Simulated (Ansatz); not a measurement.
**C: single-point calculation**

The run: single-point calculation of C (10 atoms in the cell). Method and program: DFT LDA, scalar-relativistic, plane waves, PAW, no spin polarisation (Ansatz 0.2.0).

The structure derives from an entry of the Crystallography Open Database. It belongs to a series of runs on one base structure; here: mode 8 (651.8 1/cm) frozen in, largest displacement -0.060 A. Figures and captions count atoms from 1; the log counts them from 0 in places.

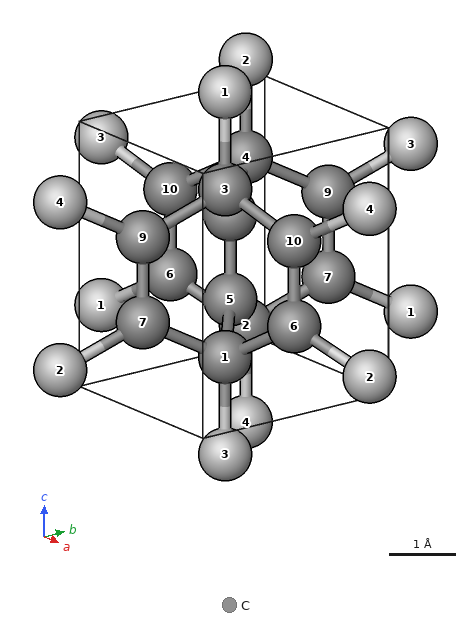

**Figure 1.** The structure (ball-and-stick view of the cell of the calculation, seen slightly off an axis; neighbours outside the cell are drawn fainter; atoms are numbered from 1 in the order of the input). An atom can appear more than once, as a periodic image. Near neighbours in the periodic cell (some may lie outside the picture): C has 4 C at 1.52 Å; C has 3 C at 1.33 to 1.52 Å.

**The input**
```yaml
crystal:
  lattice:
    - [4.7749561441, 0.0, 0.0]
    - [-2.3874780721, 4.1352333227, 0.0]
    - [0.0, 0.0, 4.1319840994]
  atoms:
    - { symbol: C, position: [0.6699045651, 0.3400883619, 0.1834601066] }
    - { symbol: C, position: [0.3365712317, 0.6734216952, 0.1834601066] }
    - { symbol: C, position: [0.6699045651, 0.3400883619, 0.8165398934] }
    - { symbol: C, position: [0.3365712317, 0.6734216952, 0.8165398934] }
    - { symbol: C, position: [0.4862746196, 0.4899523242, 0.3395339646] }
    - { symbol: C, position: [0.0033857245, 0.4894741896, 0.3395339646] }
    - { symbol: C, position: [0.5038638591, 0.0070634291, 0.3395339646] }
    - { symbol: C, position: [0.4862746196, 0.4899523242, 0.6604660354] }
    - { symbol: C, position: [0.5038638591, 0.0070634291, 0.6604660354] }
    - { symbol: C, position: [0.0033857245, 0.4894741896, 0.6604660354] }
basis:
  ecutwfc: 420
kpoints:
  mp_grid: { grid: [12, 12, 10] }
hamiltonian:
  xc: lda
scf:
  occupations: { method: gaussian, width: 0.15 }
output:
  forces: true
  stress: true
  eigenvalues: true
  write_density: true
  write_potential: true
  elf: true
  volumetric_format: npy
```

Run on 2 threads of Oxide Virtual Turin-like (Zen 5), 32 GiB of memory available, shared host.

Launched with:
```bash
ansatz run input.yaml --threads 2 --pin off --max-ram 5120MiB --backend cpu --events-out ev --progress --plain --runs-dir out
```

**Output**
```
Engine: ansatz 0.2.0, x86_64-unknown-linux-gnu
Pseudopotentials: kind: paw
Pseudopotential: C, paw, valence charge 4, recommended cutoff 420 eV (normal), C.paw.azcp
Functional definition: SPW92
  exchange = slater_x
  correlation = pw_c
Crystal: 10 atoms, lattice volume = 81.588 Å³
Basis set: ecut = 420 eV, 1579 PW (Γ)
Bands: 30, of which v1, the nominal top of the filled ones, is band 20 counted from 1 (19 counted from 0)
Symmetry: 2 space group operations
Space group: Pm (ITA 6), of the structure as read, at distance tolerance 4.3e-5 Å
k-points: 444 of 1440 (time reversal used)
Non-local potential: C, projectors of the file, l = 0: 2, l = 1: 2, l = 2: 1
PAW form: soft (Blöchl's): semilocal exchange-correlation on the pseudo side does not see the compensation charge
PAW frozen core: C, regenerated for the run's functional, and the local potential with it (the file was generated under x = pbe(κ = 0.804, μ = 0.2195149727645171), c = pbe(β = 0.06672455060314922))
PAW one-centre angular grid: C, 110 points (default); XC on 64 Gauss nodes
Initial density: superposition of atomic densities (neutral atoms: chi_scale 0, normalization atom), corrected by the library's trained network
Initial wavefunctions: pseudopotential atomic-orbital guess
Functional: x = slater, c = lda
SCF iter   1: F=—  HF=-2424.541919 eV  |F-HF|=—  |Δ(HF+E_count)|=         —  Δρ=1.91e-2  dr2=3.40e-1  ethr=1.77e-3  ⟨swp⟩=6.0  Hψ=63586  notcnv=0  defer=186
preconditioner: auto → Kerker (q_TF=auto, 2.423 Å⁻¹)  [metal: Δε(μ)=0.003 eV  Ē_g=15.025 eV  σ=0.150 eV  W_gap=0.01  n_scr=20 (ndim 8)  ℏωp=26.0 eV  f_vac=0.104  D(μ)=0.71/eV (n_scr^D=0)]
SCF iter   2: F=—  HF=-2424.464257 eV  |F-HF|=—  |Δ(HF+E_count)|=   7.77e-2  Δρ=1.02e-2  dr2=9.53e-2  ethr=8.49e-4  ⟨swp⟩=1.0  Hψ=16896  notcnv=0  defer=281
SCF iter   3: F=—  HF=-2424.435550 eV  |F-HF|=—  |Δ(HF+E_count)|=   2.87e-2  Δρ=1.82e-3  dr2=6.29e-3  ethr=2.38e-4  ⟨swp⟩=2.3  Hψ=17342  notcnv=0  defer=281
SCF iter   4: F=—  HF=-2424.435057 eV  |F-HF|=—  |Δ(HF+E_count)|=   4.93e-4  Δρ=8.78e-4  dr2=1.46e-3  ethr=1.57e-5  ⟨swp⟩=2.6  Hψ=18763  notcnv=0  defer=281
SCF iter   5: F=—  HF=-2424.435483 eV  |F-HF|=—  |Δ(HF+E_count)|=   4.26e-4  Δρ=2.81e-4  dr2=1.32e-4  ethr=3.66e-6  ⟨swp⟩=2.3  Hψ=20190  notcnv=0  defer=281
SCF iter   6: F=—  HF=-2424.435588 eV  |F-HF|=—  |Δ(HF+E_count)|=   1.05e-4  Δρ=6.74e-5  dr2=5.44e-6  ethr=3.30e-7  ⟨swp⟩=2.3  Hψ=19184  notcnv=0  defer=281
SCF iter   7: F=—  HF=-2424.435592 eV  |F-HF|=—  |Δ(HF+E_count)|=   4.31e-6  Δρ=1.76e-5  dr2=6.95e-7  ethr=1.36e-8  ⟨swp⟩=2.3  Hψ=19689  notcnv=0  defer=773
SCF iter   8: F=-2424.435592 eV  HF=-2424.435592 eV  |F-HF|=6.08e-8  |Δ(HF+E_count)|=   5.82e-8  Δρ=7.25e-6  dr2=9.75e-8  ethr=2.50e-10  ⟨swp⟩=15.5  Hψ=103347  notcnv=0
SCF 1 converged in 8 iterations: F = -2424.435592 eV  dr2 = 9.75e-8
  greatest PAW one-centre occupation: 0.667 electrons in one spin orbital (limit 2), on the C atom at site 8 (counted from 0), in its partial waves of l = 0
```

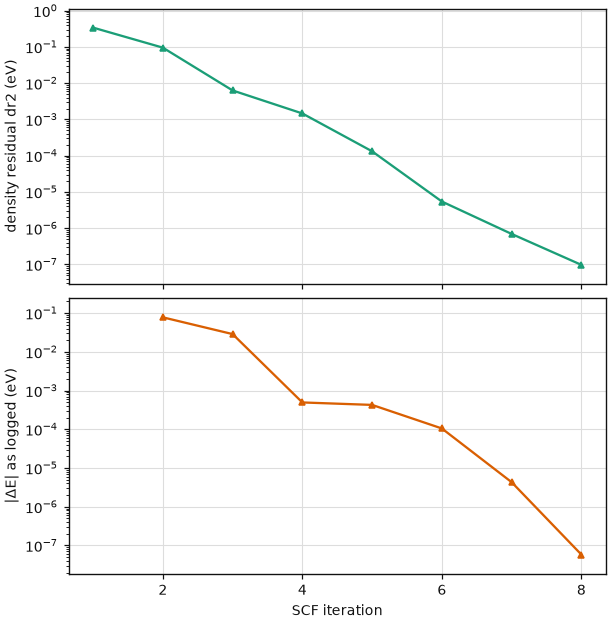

**Figure 2.** Convergence of the self-consistent field: density residual dr2 and size of the energy change against the SCF iteration. The residual falls at every step.

```
SCF converged after 8 iterations
Free energy (F): -2424.435592 eV
Harris-Foulkes:  -2424.435592 eV  (|F-HF|=6.08e-8)
Internal energy: -2424.424933 eV  (E = F + TS)
E sigma→0 (E₀):  -2424.430263 eV
Entropy (-TS):   -0.010659 eV (-1.066 meV/atom)
Fermi energy:    8.213210 eV
--- Per-component energies (eV) ---
  E_band       = -44.811706
  E_kinetic    = 917.202743
  E_local      = -1636.180195  (includes V_loc(G=0)·N_el)
  E_nonlocal   = 282.291936
  E_hartree    = 531.239303
  E_xc         = -478.020350
  E_vxc        = -594.543500  (∫ρ·V_xc dr)
  E_paw        = -918.333582  (= ΣΔE_a)
  E_vpaw       = -76.054665  (= ΣTr[D̂ρ^β])
  E_aug_tail   = 0.000111  (compensation charges beyond the density's cutoff)
  E_ewald      = -1123.253224
  E_core_change = 0.628325  (= ΣΔE_core)
  E_smearing   = -0.010659  (= −TS)
  E_closure    = 0.000000  (closes the sum)
  Σ components = -2424.435592   (vs F -2424.435592, Δ=0.00e0)
--- Forces (eV/Å), atoms counted from 1 ---
  atom   1  C      0.01306071    -0.51116521     0.02774585
  atom   2  C      0.01192505    -0.53580167     0.02564793
  atom   3  C      0.01306071    -0.51116521    -0.02774585
  atom   4  C      0.01192505    -0.53580167    -0.02564793
  atom   5  C      0.78592176     0.77964763    -0.12197081
  atom   6  C     -0.78103016     0.81686127    -0.12590320
  atom   7  C     -0.02987831    -0.54951269    -0.05123905
  atom   8  C      0.78592176     0.77964763     0.12197081
  atom   9  C     -0.02987831    -0.54951269     0.05123905
  atom  10  C     -0.78103016     0.81686127     0.12590320
  max |Σ_I F_I| component: 5.87e-5 eV/Å
--- Stress (GPa, compression-positive) ---
        0.162247       0.024622       0.000000
        0.024622      -0.859864       0.000000
        0.000000       0.000000       0.144596
  P = ⅓ Tr σ = -0.1843 GPa (-1.843 kbar)
--- Band table (eV; the first three rows and the last of 444) ---
  k-point 0: bands = ["-12.5448", "-8.4857", "-6.6724", "-6.6682", "-6.4145", "-5.5693", "-3.2020", "-1.3295", "-1.0843", "-1.0728", "-0.6391", "-0.6280", "0.0660", "0.0794", "3.7821", "3.8036", "5.1907", "5.7780", "5.8165", "8.3126", "9.6868", "11.6939", "11.8395", "12.5566", "12.5602", "14.5972", "14.9546", "16.4391", "16.5761", "16.5905"]
  k-point 1: bands = ["-12.4852", "-8.4215", "-7.2118", "-6.6309", "-6.6268", "-4.6741", "-3.6869", "-1.2441", "-1.2178", "-1.0187", "-1.0075", "-0.7929", "0.6773", "0.6910", "3.5517", "3.5784", "5.0330", "5.8209", "5.8469", "8.3279", "9.7534", "11.5637", "11.7064", "12.8912", "12.9031", "14.5497", "14.6842", "16.4459", "16.5713", "16.5841"]
  k-point 2: bands = ["-12.3093", "-8.2293", "-8.2094", "-6.5144", "-6.5100", "-4.5406", "-3.3840", "-2.0069", "-1.9870", "-0.8243", "-0.8150", "0.1390", "1.5000", "1.5131", "2.9937", "3.0277", "4.4501", "5.9146", "5.9981", "8.3683", "9.9505", "11.2598", "11.4015", "13.7605", "13.8079", "14.0517", "14.4242", "16.4190", "16.5162", "16.5373"]
  k-point 443: bands = ["-10.6770", "-9.6247", "-9.3369", "-8.3707", "-6.2935", "-3.5658", "-3.2808", "-1.5801", "-0.8537", "0.6387", "1.4021", "1.5580", "1.6831", "1.8246", "2.0001", "2.4464", "2.4528", "4.4594", "5.5712", "7.4688", "8.3578", "9.6349", "12.6492", "14.2508", "14.5861", "15.2356", "15.4782", "16.0011", "16.4695", "16.7891"]
```

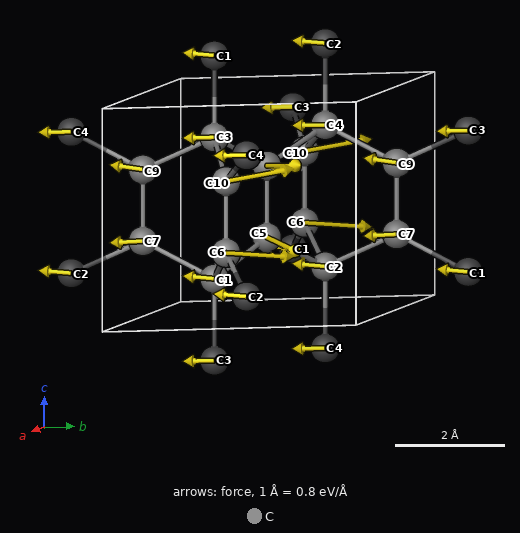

**Figure 3.** Forces on the atoms as yellow arrows (ball-and-stick view of the cell of the calculation, seen slightly off an axis; neighbours outside the cell are drawn fainter; atoms are numbered from 1 in the order of the input). The largest act on C6, C10 (1.14 eV/Å); C5, C8 (1.11 eV/Å); C7, C9 (0.55 eV/Å); C2, C4 (0.54 eV/Å), among others. The geometry is not a stationary point of this energy.

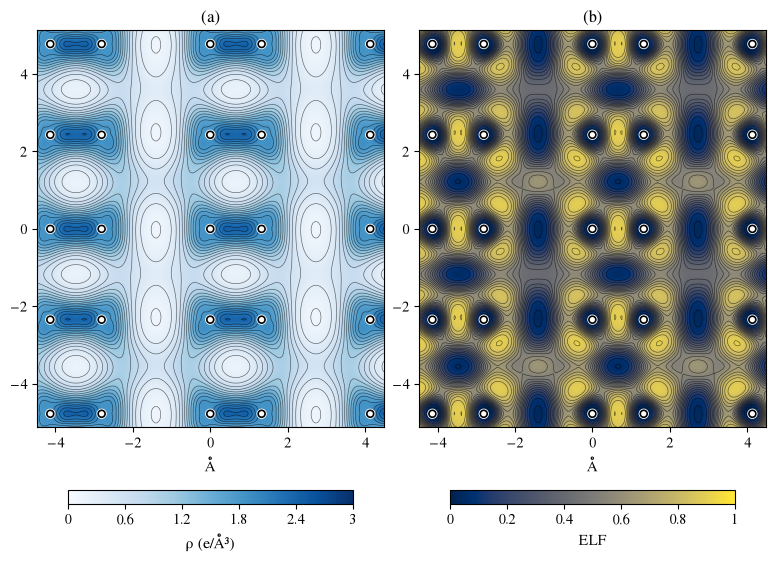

**Figure 4.** (a) valence pseudo-density; (b) electron localisation function on the (011̄) plane of the conventional cell. Circles mark the nuclei in the plane (C). C–C (1.33 Å): the density is about 2.4 e/Å³ at the midpoint, a local maximum along the line; the ELF peaks at about 0.90 between the atoms (inside overlapping PAW spheres, so only a guide) (a double or triple bond). Away from the nuclei the density in this plane falls to 0.13 e/Å³ at its lowest. The fields are those of the smooth PAW valence density.

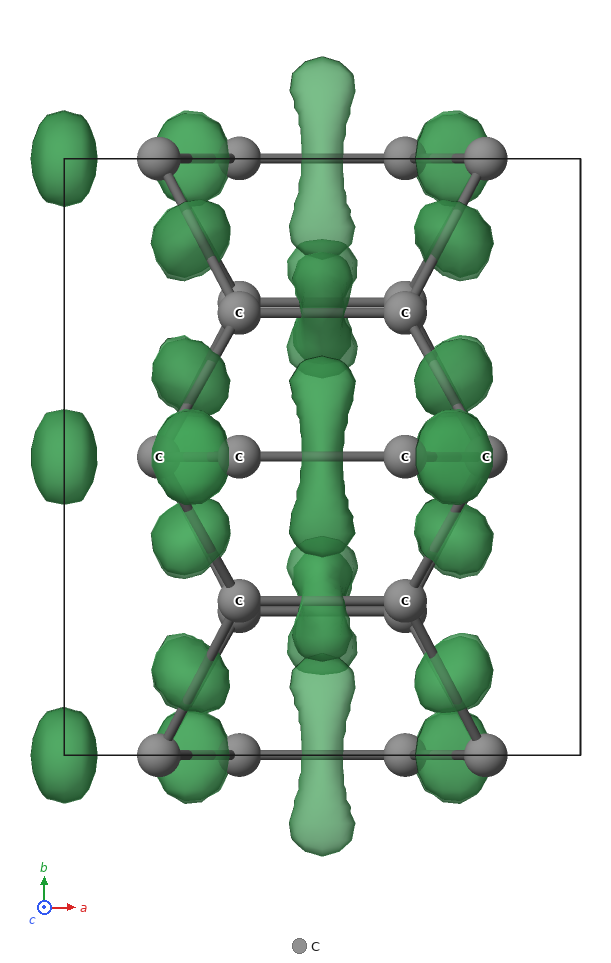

**Figure 5.** Isosurface of the ELF at 0.85 (green), seen along the c axis. Only the valence region is drawn (cores and ρ < 0.01 e/Å³ removed). Sticks mark near contacts. The outline is the cell set on symmetry axes. Values along the shortest contacts: C–C (1.33 Å): the ELF peaks at about 0.90 between the atoms (inside overlapping PAW spheres, so only a guide) (a double or triple bond). C–C (1.52 Å): the ELF peaks at about 0.95 between the atoms, as expected for localised, shared-pair bonding.

**Summary**

```csv
quantity,value
outcome,converged
space group (tolerance 0.01 Å),Amm2 (38)
electrons treated,40
free energy,−2424.4356 eV
Fermi energy,8.213 eV
gap on the k-point mesh,none (metallic)
pressure,−0.18 GPa
largest force (length of the vector),1.137 eV/Å
wall time,56 s (CPU time 1.8 min)
peak memory,1 GiB
```
